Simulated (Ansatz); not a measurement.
**Si2Mo: density, localisation and related maps**

```yaml
crystal:
  lattice:
    - [3.19007, -3.19007, 0.00000]
    - [0.00000, 0.00000, 7.82138]
    - [-3.19007, -3.19007, 0.00000]
  atoms:
    - { symbol: Si, position: [0.50000, 0.33506, 0.50000] }
    - { symbol: Si, position: [0.00000, 0.83506, 0.50000] }
    - { symbol: Si, position: [0.00000, 0.33506, 0.00000] }
    - { symbol: Si, position: [0.50000, 0.83506, 0.00000] }
    - { symbol: Si, position: [0.00000, 0.16494, 0.50000] }
    - { symbol: Si, position: [0.50000, 0.66494, 0.50000] }
    - { symbol: Si, position: [0.50000, 0.16494, 0.00000] }
    - { symbol: Si, position: [0.00000, 0.66494, 0.00000] }
    - { symbol: Mo, position: [0.50000, 0.00000, 0.53325] }
    - { symbol: Mo, position: [0.00000, 0.50000, 0.53325] }
    - { symbol: Mo, position: [0.00000, 0.00000, 0.03325] }
    - { symbol: Mo, position: [0.50000, 0.50000, 0.03325] }
```

Space group Fmm2; changed on purpose from its base cell (atom 3 (Mo) moved by (-0.150, +0.000) A along [1 1 0] and z); not relaxed (largest force 1.6 eV/Å); computed without spin polarisation.

All numbers below come from DFT PBEsol, scalar-relativistic, plane waves, PAW (Ansatz).

The density is the valence pseudo-density of a PAW calculation; it isn't the true density close to the nuclei.

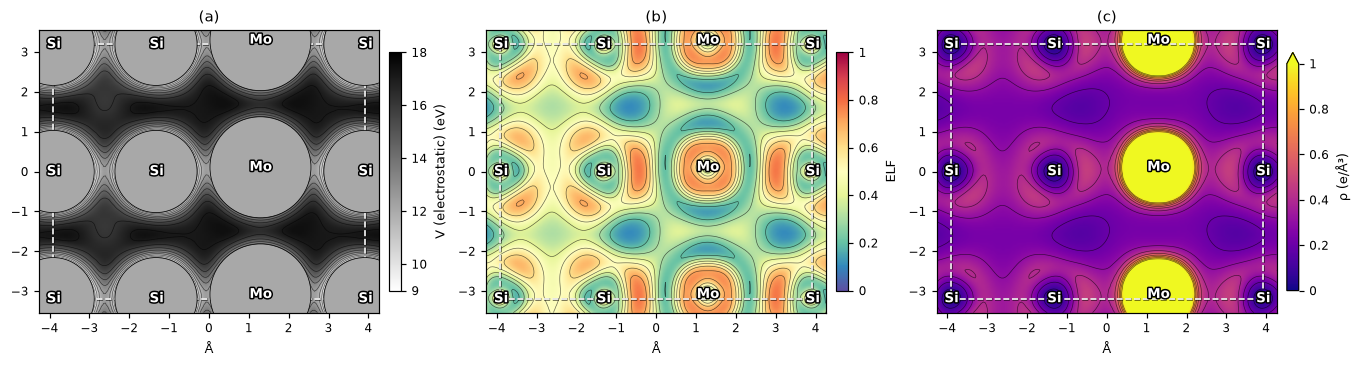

Figure 1. (a) electrostatic potential (local pseudopotential plus Hartree) felt by an electron; (b) electron localisation function; (c) valence charge density (pseudo) on the (101̄) plane of the conventional cell. Grey discs cover the atomic cores in the potential map.

### Interpret the plot.

Atoms in the plane: Si and Mo. Si–Mo (2.62 Å): ρ is about 0.4 e/Å³ halfway; the ELF peaks at about 0.80 in the valence shell of Si, 0.9 Å from its nucleus, and is about 0.40 at the midpoint. Between the atoms the lowest density in this plane is 0.15 e/Å³. The features right at Mo lie inside the PAW spheres, where the map follows smoothed inner orbitals and isn't to be read closely. Outside the cores the potential energy rises away from the atoms and is highest about 1.6 Å from the nearest atoms; its zero is arbitrary.

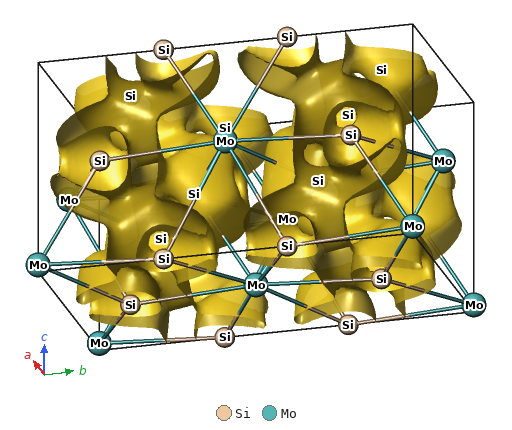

Figure 2. Isosurface of the electron localisation function at 0.55 (yellow), seen at an oblique angle. Only the valence region is drawn (cores and ρ < 0.01 e/Å³ removed). Sticks mark near contacts.

### What do the ELF domains correspond to?

At this value the surface marks out sheets that run through the cell in two directions, counted in one cell of 12 atoms. Any copies at cell faces, edges or corners count once. Profiles from the grid: Si–Mo (2.47 Å): the ELF peaks at about 0.75 in the valence shell of Si, 0.9 Å from its nucleus, and is about 0.45 at the midpoint. Si–Mo (2.60 Å): the ELF peaks at about 0.70 in the valence shell of Si, 0.9 Å from its nucleus, and is about 0.40 at the midpoint.

### Does the calculation give a band gap?

It is gapless in this calculation (a metal or semimetal).
